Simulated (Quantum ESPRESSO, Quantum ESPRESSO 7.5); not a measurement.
# 1T-TiSe2, 1 layer: cutoff convergence

Which setting serves for 1T-TiSe2, 1 layer? The runs below step through one kind of setting.

Program: Quantum ESPRESSO 7.5. Level of theory: plane-wave DFT, PBE, GBRV ultrasoft pseudopotentials. Results are calculated unless marked as measured.

### Step 1. Starting point

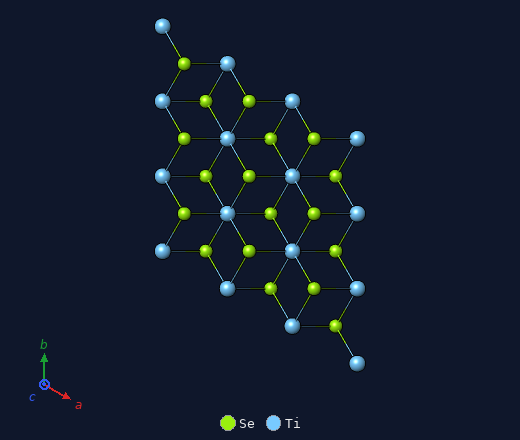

The starting structure, seen from above (selenium green, titanium blue). 3×3×1 cells are drawn. Some periodic images of atoms are drawn too.

The cell holds 3 atoms: 2 Se and 1 Ti. Cell: a = 3.540 Å, b = 3.540 Å, c = 20.405 Å, α = 90.0°, β = 90.0°, γ = 120.0°. It derives from TiSe2. Vacuum lies along c.

### Step 2. Ground state: ecutwfc 60 Ry, ecutrho 300 Ry

The first run is the reference of the series.

c0.in reads:

```
&control
  prefix = 'c0'
  outdir = './out'
  pseudo_dir = './pseudo'
  calculation = 'scf'
  tprnfor = .true.
/
&system
  ibrav = 0
  nat = 3
  ntyp = 2
  ecutwfc = 60
  ecutrho = 300
  occupations = 'smearing'
  smearing = 'fd'
  degauss = 0.004
  assume_isolated = 'esm'
  esm_bc = 'bc1'
/
&electrons
  conv_thr = 1e-07
  mixing_beta = 0.4
  electron_maxstep = 120
  mixing_mode = 'local-TF'
/
ATOMIC_SPECIES
  Se  78.9710  se_pbe_v1.uspp.F.UPF
  Ti  47.8670  ti_pbe_v1.4.uspp.F.UPF
CELL_PARAMETERS angstrom
  3.54000000000000 0.00000000000000 0.00000000000000
  -1.77000000000000 3.06572992939691 0.00000000000000
  0.00000000000000 0.00000000000000 20.40493759120487
ATOMIC_POSITIONS crystal
  Se  0.666666666667 0.333333333333 -0.083434158423
  Ti  0.000000000000 0.000000000000 0.000000000000
  Se  0.333333333333 0.666666666667 0.083434158423
K_POINTS automatic
  12 12 1 0 0 0
```

Launch:

```console
$ OMP_NUM_THREADS=1 mpirun -n 4 pw.x -nk 4 -in c0.in > c0.out
```

Output:

```text
Program PWSCF v.7.5 starts
[citation notice left out]

     Parallel version (MPI & OpenMP), running on       4 processor cores
     Number of MPI processes:                 4
     Threads/MPI process:                     1

     MPI processes distributed on     1 nodes
[...]
Current dimensions of program PWSCF are:
     Max number of different atomic species (ntypx) = 10
     Max number of k-points (npk) =  40000
     Max angular momentum in pseudopotentials (lmaxx) =  4
     Message from routine setup:
     using ibrav=0 with symmetry is DISCOURAGED, use correct ibrav instead

     K-points division:     npool     =       4
     Subspace diagonalization in iterative solution of the eigenvalue problem:
     a serial algorithm will be used

     G-vector sticks info
     --------------------
     sticks:   dense  smooth     PW     G-vecs:    dense   smooth      PW
     Sum         925     745    211               131181    94007   14773

     Using Slab Decomposition

     bravais-lattice index     =            0
     lattice parameter (alat)  =       6.6896  a.u.
     unit-cell volume          =    1494.4075 (a.u.)^3
     number of atoms/cell      =            3
     number of atomic types    =            2
     number of electrons       =        24.00
     number of Kohn-Sham states=           16
     kinetic-energy cutoff     =      60.0000  Ry
     charge density cutoff     =     300.0000  Ry
     scf convergence threshold =      1.0E-07
     mixing beta               =       0.4000
     number of iterations used =            8  local-TF  mixing
     Exchange-correlation=  SLA  PW   PBX  PBC
                           (   1   4   3   4   0   0   0)

     Effective Screening Medium Method
     =================================
     Boundary Conditions: Vacuum-Slab-Vacuum
     total charge in unit cell        =   0.0000
     grid points for fit at edges     =        4

     celldm(1)=   6.689630  celldm(2)=   0.000000  celldm(3)=   0.000000
     celldm(4)=   0.000000  celldm(5)=   0.000000  celldm(6)=   0.000000

     crystal axes: (cart. coord. in units of alat)
               a(1) = (   1.000000   0.000000   0.000000 )
               a(2) = (  -0.500000   0.866025   0.000000 )
               a(3) = (   0.000000   0.000000   5.764107 )

     reciprocal axes: (cart. coord. in units 2 pi/alat)
               b(1) = (  1.000000  0.577350 -0.000000 )
               b(2) = (  0.000000  1.154701  0.000000 )
               b(3) = (  0.000000 -0.000000  0.173487 )

     PseudoPot. # 1 for Se read from file:
     ./pseudo/se_pbe_v1.uspp.F.UPF
     Pseudo is Ultrasoft + core correction, Zval =  6.0
     Generated by new atomic code, or converted to UPF format
     Using radial grid of  877 points,  6 beta functions with:
                l(1) =   0
                l(2) =   0
                l(3) =   1
                l(4) =   1
                l(5) =   2
                l(6) =   2
     Q(r) pseudized with  8 coefficients,  rinner =    1.300   1.300   1.300
                                                       1.300   1.300

     PseudoPot. # 2 for Ti read from file:
     ./pseudo/ti_pbe_v1.4.uspp.F.UPF
     Pseudo is Ultrasoft + core correction, Zval = 12.0
     Generated by new atomic code, or converted to UPF format
     Using radial grid of  851 points,  6 beta functions with:
                l(1) =   0
                l(2) =   0
                l(3) =   1
                l(4) =   1
                l(5) =   2
                l(6) =   2
     Q(r) pseudized with  6 coefficients,  rinner =    1.000   1.000   1.000
                                                       1.000   1.000

     atomic species   valence    mass     pseudopotential
     Se                6.00    78.97100     Se( 1.00)
     Ti               12.00    47.86700     Ti( 1.00)

     12 Sym. Ops., with inversion, found

   Cartesian axes

     site n.     atom                  positions (alat units)
         1        Se     tau(   1) = (   0.5000000   0.2886751  -0.4809234  )
         2        Ti     tau(   2) = (   0.0000000   0.0000000   0.0000000  )
         3        Se     tau(   3) = (  -0.0000000   0.5773503   0.4809234  )

     number of k points=    19  Fermi-Dirac smearing, width (Ry)=  0.0040
                       cart. coord. in units 2pi/alat
        k(    1) = (   0.0000000   0.0000000   0.0000000), wk =   0.0138889
        k(    2) = (   0.0000000   0.0962250   0.0000000), wk =   0.0833333
        k(    3) = (   0.0000000   0.1924501   0.0000000), wk =   0.0833333
        k(    4) = (   0.0000000   0.2886751   0.0000000), wk =   0.0833333
        k(    5) = (   0.0000000   0.3849002   0.0000000), wk =   0.0833333
        k(    6) = (   0.0000000   0.4811252   0.0000000), wk =   0.0833333
        k(    7) = (   0.0000000  -0.5773503   0.0000000), wk =   0.0416667
        k(    8) = (   0.0833333   0.1443376   0.0000000), wk =   0.0833333
        k(    9) = (   0.0833333   0.2405626   0.0000000), wk =   0.1666667
        k(   10) = (   0.0833333   0.3367877   0.0000000), wk =   0.1666667
[...]
k(   19) = (   0.3333333   0.5773503   0.0000000), wk =   0.0277778

     Dense  grid:   131181 G-vectors     FFT dimensions: (  40,  40, 216)

     Smooth grid:    94007 G-vectors     FFT dimensions: (  36,  36, 192)

     Estimated max dynamical RAM per process >     207.71 MB

     Estimated total dynamical RAM >     734.76 MB

     Check: negative core charge=   -0.000002

     Initial potential from superposition of free atoms

     starting charge      22.9998, renormalised to      24.0000

     negative rho (up, down):  1.572E-03 0.000E+00
     Starting wfcs are   18 randomized atomic wfcs

     total cpu time spent up to now is        1.7 secs

     per-process dynamical memory:    96.5 Mb

     Self-consistent Calculation

     iteration #  1     ecut=    60.00 Ry     beta= 0.40
     Davidson diagonalization with overlap
     ethr =  1.00E-02,  avg # of iterations =  2.0

     Threshold (ethr) on eigenvalues was too large:
     Diagonalizing with lowered threshold

     Davidson diagonalization with overlap
     ethr =  3.35E-04,  avg # of iterations =  8.3

     negative rho (up, down):  9.127E-04 0.000E+00

     total cpu time spent up to now is        8.3 secs

     total energy              =    -206.72960615 Ry
     estimated scf accuracy    <       0.43166345 Ry

     iteration #  2     ecut=    60.00 Ry     beta= 0.40
[...]
negative rho (up, down):  7.627E-04 0.000E+00

[...]
total energy              =    -206.65852217 Ry
     estimated scf accuracy    <       0.23648175 Ry

     iteration #  3     ecut=    60.00 Ry     beta= 0.40
[...]
negative rho (up, down):  7.541E-04 0.000E+00

[...]
total energy              =    -206.64795535 Ry
     estimated scf accuracy    <       0.06169625 Ry

     iteration #  4     ecut=    60.00 Ry     beta= 0.40
[...]
negative rho (up, down):  8.225E-04 0.000E+00

[...]
total energy              =    -206.67976062 Ry
     estimated scf accuracy    <       0.03597166 Ry

     iteration #  5     ecut=    60.00 Ry     beta= 0.40
[...]
negative rho (up, down):  7.573E-04 0.000E+00

[...]
total energy              =    -206.68854351 Ry
     estimated scf accuracy    <       0.00837874 Ry

     iteration #  6     ecut=    60.00 Ry     beta= 0.40
[...]
negative rho (up, down):  7.664E-04 0.000E+00

[...]
total energy              =    -206.69642642 Ry
     estimated scf accuracy    <       0.04838871 Ry

     iteration #  7     ecut=    60.00 Ry     beta= 0.40
[...]
negative rho (up, down):  7.549E-04 0.000E+00

[...]
total energy              =    -206.70219645 Ry
     estimated scf accuracy    <       0.03715983 Ry

     iteration #  8     ecut=    60.00 Ry     beta= 0.40
[...]
negative rho (up, down):  8.000E-04 0.000E+00

[...]
total energy              =    -206.68438588 Ry
     estimated scf accuracy    <       0.04683290 Ry

     iteration #  9     ecut=    60.00 Ry     beta= 0.40
[...]
negative rho (up, down):  1.034E-03 0.000E+00

[...]
total energy              =    -206.68703827 Ry
     estimated scf accuracy    <       0.00920043 Ry

     iteration # 10     ecut=    60.00 Ry     beta= 0.40
[...]
negative rho (up, down):  8.749E-03 0.000E+00

[...]
total energy              =    -206.68424463 Ry
     estimated scf accuracy    <       0.00722352 Ry

     iteration # 11     ecut=    60.00 Ry     beta= 0.40
[...]
negative rho (up, down):  4.627E-03 0.000E+00

[...]
total energy              =    -206.68743997 Ry
     estimated scf accuracy    <       0.00184317 Ry

     iteration # 12     ecut=    60.00 Ry     beta= 0.40
[...]
negative rho (up, down):  2.648E-03 0.000E+00

[...]
total energy              =    -206.68521670 Ry
     estimated scf accuracy    <       0.00456048 Ry

     iteration # 13     ecut=    60.00 Ry     beta= 0.40
[...]
negative rho (up, down):  2.624E-03 0.000E+00

[...]
total energy              =    -206.68678229 Ry
     estimated scf accuracy    <       0.00013312 Ry

     iteration # 14     ecut=    60.00 Ry     beta= 0.40
[...]
negative rho (up, down):  2.517E-03 0.000E+00

[...]
total energy              =    -206.68729121 Ry
     estimated scf accuracy    <       0.00067361 Ry

[...]
iteration # 19     ecut=    60.00 Ry     beta= 0.40
[...]
negative rho (up, down):  1.220E-03 0.000E+00

[...]
total energy              =    -206.68670505 Ry
     estimated scf accuracy    <       0.00018931 Ry

     iteration # 20     ecut=    60.00 Ry     beta= 0.40
[...]
negative rho (up, down):  1.164E-03 0.000E+00

[...]
total energy              =    -206.68668996 Ry
     estimated scf accuracy    <       0.00008146 Ry

     iteration # 21     ecut=    60.00 Ry     beta= 0.40
[...]
negative rho (up, down):  1.174E-03 0.000E+00

[...]
total energy              =    -206.68671592 Ry
     estimated scf accuracy    <       0.00000304 Ry

     iteration # 22     ecut=    60.00 Ry     beta= 0.40
[...]
negative rho (up, down):  1.178E-03 0.000E+00

[...]
total energy              =    -206.68671984 Ry
     estimated scf accuracy    <       0.00000831 Ry

     iteration # 23     ecut=    60.00 Ry     beta= 0.40
[...]
negative rho (up, down):  1.186E-03 0.000E+00

[...]
total energy              =    -206.68671492 Ry
     estimated scf accuracy    <       0.00000349 Ry

     iteration # 24     ecut=    60.00 Ry     beta= 0.40
[...]
negative rho (up, down):  1.215E-03 0.000E+00

[...]
total energy              =    -206.68670889 Ry
     estimated scf accuracy    <       0.00000133 Ry

     iteration # 25     ecut=    60.00 Ry     beta= 0.40
[...]
negative rho (up, down):  1.225E-03 0.000E+00

[...]
total energy              =    -206.68670363 Ry
     estimated scf accuracy    <       0.00000070 Ry

     iteration # 26     ecut=    60.00 Ry     beta= 0.40
[...]
negative rho (up, down):  1.240E-03 0.000E+00

[...]
End of self-consistent calculation

          k = 0.0000 0.0000 0.0000 ( 11741 PWs)   bands (ev):

   -63.0422 -39.2369 -39.2369 -39.2155 -18.6118 -17.9970  -9.6537  -6.9798
    -6.9026  -6.9026  -4.7642  -4.7575  -4.7575  -4.6884  -4.6884  -2.3063

          k = 0.0000 0.0962 0.0000 ( 11759 PWs)   bands (ev):

   -63.0418 -39.2419 -39.2380 -39.2145 -18.5441 -17.9559  -9.5639  -7.3990
    -6.8916  -6.5962  -5.5378  -5.1854  -4.7888  -4.3417  -4.3119  -2.6344

          k = 0.0000 0.1925 0.0000 ( 11728 PWs)   bands (ev):

   -63.0406 -39.2557 -39.2413 -39.2118 -18.3508 -17.8399  -9.3096  -7.8956
    -6.8806  -6.7038  -6.4458  -5.6014  -4.8912  -4.1408  -4.0420  -3.0672

          k = 0.0000 0.2887 0.0000 ( 11714 PWs)   bands (ev):

   -63.0390 -39.2744 -39.2457 -39.2080 -18.0629 -17.6712  -8.9649  -8.3943
    -7.8077  -6.9251  -6.6315  -5.8861  -5.0861  -3.9812  -3.9414  -3.0463

          k = 0.0000 0.3849 0.0000 ( 11706 PWs)   bands (ev):

   -63.0373 -39.2931 -39.2501 -39.2042 -17.7400 -17.4881  -9.1434  -8.7721
    -8.2477  -7.0427  -6.9562  -6.0156  -5.2769  -3.9334  -3.8054  -2.6819

          k = 0.0000 0.4811 0.0000 ( 11738 PWs)   bands (ev):

   -63.0361 -39.3067 -39.2534 -39.2014 -17.4760 -17.3406  -9.7608  -9.0709
    -7.9901  -7.1813  -7.1605  -6.0572  -5.4027  -3.9363  -3.6464  -2.4132

[...]
the Fermi energy is    -5.3561 ev

!    total energy              =    -206.68670457 Ry
     estimated scf accuracy    <       0.00000004 Ry
     smearing contrib. (-TS)   =      -0.00063162 Ry
     internal energy E=F+TS    =    -206.68607294 Ry

     The total energy is F=E-TS. E is the sum of the following terms:
     one-electron contribution =     478.00417285 Ry
     hartree contribution      =    -242.36276291 Ry
     xc contribution           =     -77.27197084 Ry
     ewald contribution        =    -365.05551204 Ry

     convergence has been achieved in  26 iterations

     negative rho (up, down):  1.240E-03 0.000E+00

     Forces acting on atoms (cartesian axes, Ry/au):

     atom    1 type  1   force =     0.00000000    0.00000000    0.05383005
     atom    2 type  2   force =    -0.00000000   -0.00000000    0.00000000
     atom    3 type  1   force =     0.00000000    0.00000000   -0.05383005

     Total force =     0.076127     Total SCF correction =     0.000389

[...]
=------------------------------------------------------------------------------=
   JOB DONE.
=------------------------------------------------------------------------------=
[...]
```

It took 94 s on 4 MPI ranks of Arm Neoverse V1, shared host; peak memory 0.89 GiB; 6.3 min of CPU time.

Read from the output:

| Property | Result |
| --- | --- |
| free energy | -2812.1159 eV |
| energy at zero smearing | -2812.1116 eV |
| Fermi energy | -5.356 eV |
| valence top, on the run's zero | -4.758 eV |
| conduction bottom, on the run's zero | -5.450 eV |
| vacuum line at the lower end of the cell, over the Fermi level | 5.356 eV |
| vacuum line at the upper end of the cell, over the Fermi level | 5.356 eV |

Electrostatic potential energy of an electron; zero at the Fermi level. The potential energy, planar mean by z:

```tsv
z (Å)	potential energy, planar mean (eV)
-10	5.36
-9	5.36
-8	5.36
-7	5.36
-6	5.36
-5	5.35
-4	5.31
-3	4.42
-2	-9.41
-1	-3.42
0	-13.2
1	-3.42
2	-9.41
3	4.42
4	5.31
5	5.35
6	5.36
7	5.36
8	5.36
9	5.36
10	5.36
```

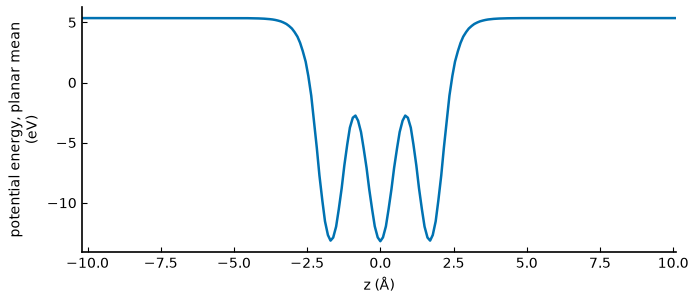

Potential energy, planar mean, plotted against z.

The program's own clock; routines nest. Time by routine:

```tsv
routine	wall time (s)	calls
PWSCF	93.81	1
electrons	91.47	1
c_bands	50.28	27
cegterg	43.3	135
h_psi	35.54	761
fftw	32.73	15670
vloc_psi	31.02	761
mix_rho	17.36	27
sum_band	13.3	27
ffts	10.56	3049
newd	6.55	27
v_of_rho	3.99	27
calbec	2.85	916
add_vuspsi	2.27	761
```

By band count these two levels touch or overlap: there is no gap, and they are no band edges.

The vacuum levels are read from the outermost 0.7 Å of the cell on either side.

The run needed 26 iterations to bring the estimated error under 1e-07 Ry; the largest force on any atom, held or free, is 1.38 eV/Å.

Inside the slab this potential holds the local part of the pseudopotentials, which can be repulsive at the nuclei; only its value in the vacuum has a meaning of its own.

(Continued in part 2 of 4.)

[Logs are printed without paths, hosts, clocks, repeated set-up lines and the standing remarks that a program may print on its own settings, such as how far it seeks lower states.]

[Hosts, paths, dates, database ids (printed as entryN), source tags and the programs' standing remarks are cut or masked in the printed files.]

[Maps of the electrostatic potential energy from Ansatz leave out the sawtooth potential of an applied field or a dipole correction, so their vacuum need not be flat; planar profiles and work functions include it.]
